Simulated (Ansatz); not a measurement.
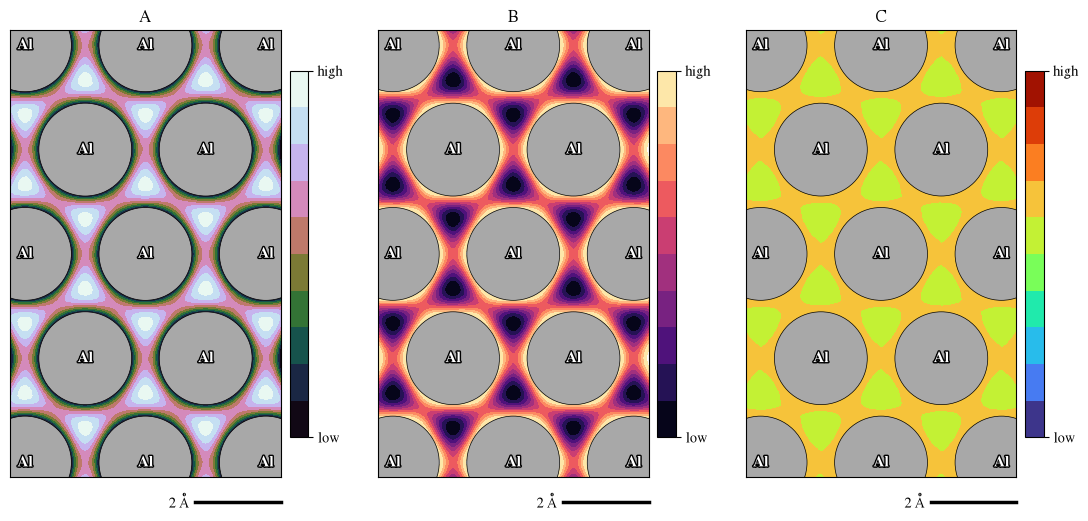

Al: 3 fields on the (100) plane of the calculation cell, with unlabelled colour scales. Grey discs cover the atomic cores.

Space group Fm-3m; changed on purpose from its base cell (atom 2 moved 1.20 A; relaxed back).

Level of theory: DFT LDA, scalar-relativistic, plane waves, PAW in Ansatz.

```
CELL_PARAMETERS angstrom
0.00000 3.98362 -3.98362
-3.98362 0.00000 -3.98362
-3.98362 3.98362 0.00000
ATOMIC_POSITIONS crystal
Al 0.50005 0.50010 0.99997
Al 0.00035 0.49965 0.00000
Al 0.49996 0.00001 0.99996
Al 0.99989 0.99991 0.00005
Al 0.50008 0.50012 0.49986
Al 0.99995 0.50006 0.50002
Al 0.49982 0.00019 0.50000
Al 0.99989 0.99996 0.50013
```

Q: Match the panels to the quantities (electron localisation function, electrostatic potential energy of an electron and valence pseudo-density).

A: Panel A: electrostatic potential energy of an electron (low next to the atoms, rising into the space between them). Panel B: valence pseudo-density. Panel C: electron localisation function. From the grid: Al–Al (2.82 Å): ρ is about 0.21 e/Å³ halfway; the ELF peaks at about 0.65 between the atoms.
